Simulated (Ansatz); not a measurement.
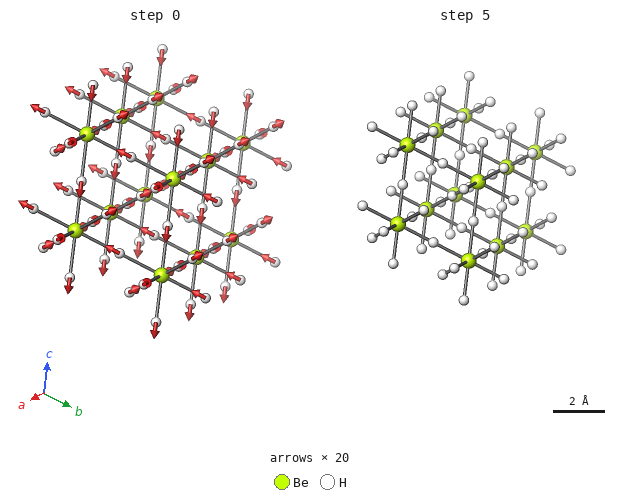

The structure of a crystal of BeH₄ (a generated structure, set up in I-43m) (coarse preliminary run) before (left) and after (right) a relaxation, at one scale. The red arrows give the displacements (the part carried along by the change of the cell is left out), magnified 20 times.

The picture is a ball-and-stick view of the cell of the calculation, repeated 2 × 1 × 1 with one cell outlined, seen slightly off an axis.

Theory: DFT PBE, scalar-relativistic, plane waves, PAW (Ansatz 0.2.0). Set-up: plane-wave cutoff 420 eV; k-point mesh 6 × 6 × 6; occupations gaussian; smearing width 0.1 eV; no spin polarisation; cell and atoms relaxed; force threshold 0.04 eV/Å; at most 70 steps.

**What changed between the two?**

The largest moves relative to the cell, 0.034 Å, are those of H atoms. Be stays in place. The volume changes by −44.7 %, with a = b = c 3.859 → 3.168 Å (−17.9 %). Among the contacts that change: Be–H 1.971 → 1.583 Å, Be–H 1.888 → 1.585 Å. The space group (tolerance 0.01 Å) goes from I-43m (No. 217) to Im-3m (No. 229). The energy falls by 1.776 eV per cell of the calculation in 4 accepted moves (5 points after the start). Largest force component: 0.0031 eV/Å at the start, 0.0033 eV/Å at the end. The pressure goes from −19.03 to 0.14 GPa. At 1 point the geometry stayed and the basis and grid were re-selected for the new cell (energy shift of 7.0 meV per cell of the calculation at most each time).
